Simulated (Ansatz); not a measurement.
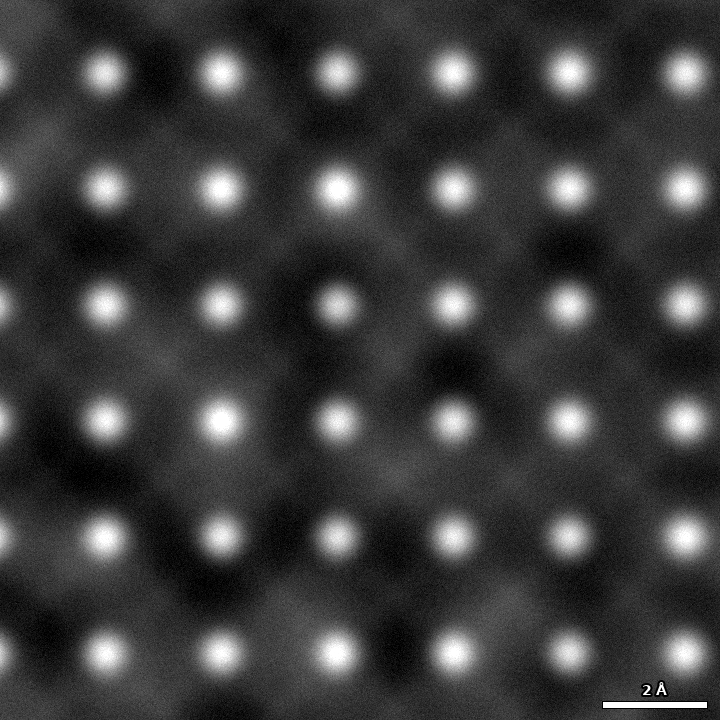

HRTEM-like image of Al (Im-3m, No. 229). Simulated in the weak-phase-object approximation with neutral-atom potentials: 300 kV, Cs = −15 µm, defocus +65 Å (negative is underfocus), defocus spread 12 Å, aperture 1.46 1/Å. Shot noise and the speckle of an amorphous layer were added. Atomic positions: the input geometry of a calculation; the starting structure was generated, so it need not be a known form of this composition.

```xyz
2
Lattice="3.1908 0.0000 0.0000 0.0000 3.1908 0.0000 0.0000 0.0000 3.1908" Properties=species:S:1:pos:R:3 pbc="T T T"
Al    0.0000    0.0000    0.0000
Al    1.5954    1.5954    1.5954
```

Along which zone axis is the crystal seen: [210], [110], [001] or [111]? (Directions equivalent by symmetry count as one.)

Answer. [001]. The projected cells are 1.43 × 1.75 Å, 114° for [210]; 1.60 × 2.26 Å, 90° for [110]; 2.26 × 2.26 Å, 90° for [001]; 2.61 × 2.61 Å, 120° for [111], and the image repeats as the [001] one does.
